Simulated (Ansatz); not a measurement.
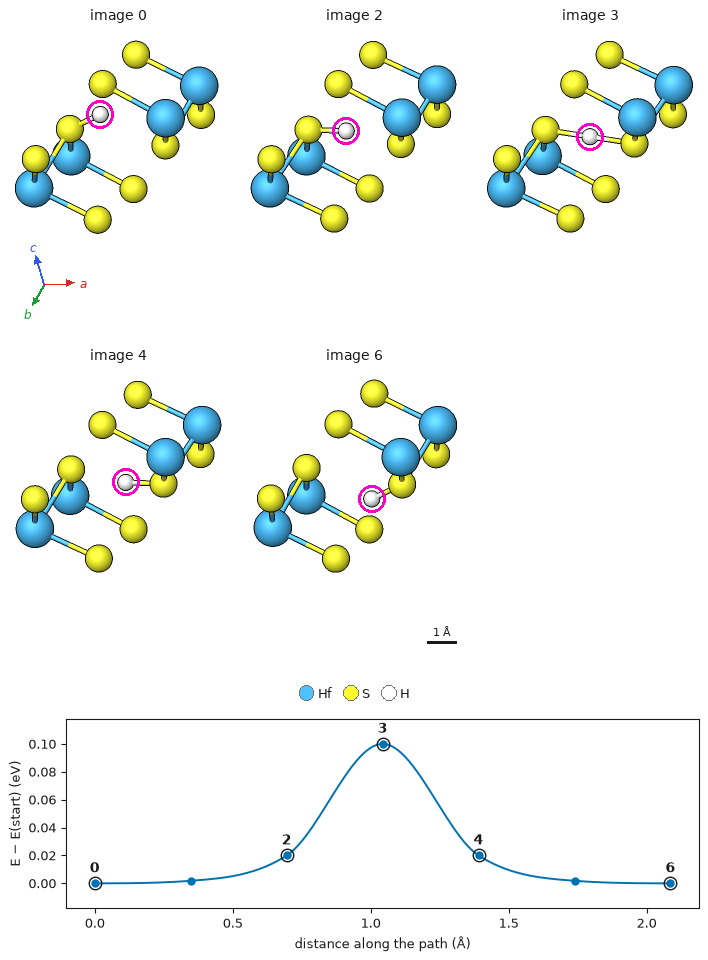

A nudged-elastic-band calculation for a defect cell of composition Hf4HS8 (13 atoms in the cell). Images are numbered from 0 (start) to 6 (end). Style: ball-and-stick. Shown: the atoms within 4.0 Å of the middle of the path, from a free direction. The moving atom is ringed, with any periodic copies. Bonds to atoms that aren't drawn are left out.

Level of theory: DFT PBE+D3(BJ), scalar-relativistic, plane waves, PAW in Ansatz. Settings: plane-wave cutoff 420 eV; k-point mesh 3 × 3 × 3; Gaussian smearing 0.02 eV; spin collinear; 5 movable images; climbing image.

> Read off the barrier and say what moves.

The H atom travels furthest, 2.01 Å from end to end, along [3 2 −2], on a path that bends up to 0.11 Å away from the straight line. At the highest image its nearest neighbour (S) is 1.66 Å away, against 1.37 Å at the start, and the surrounding atoms stand up to 0.13 Å off the mean of their end positions. Breaking: H–S (1.37 → 2.56 Å). Forming: H–S (2.56 → 1.37 Å). The two ends have the same energy, and the highest point, image 3, lies 0.100 eV above the start. The band converged in 6 iterations. The largest component of the band force went from 1.8 to 0.035 eV/Å. The climbing image converged on the top of the path. Its curvatures weren't checked.

Limits of the set-up: the periodic images lie only 6.8 Å apart, so the values are limited by the cell's size.

Cost: 21 min on 4 threads of AMD EPYC 7B13 (Zen 3), on a shared host, peak memory 3.6 GiB.
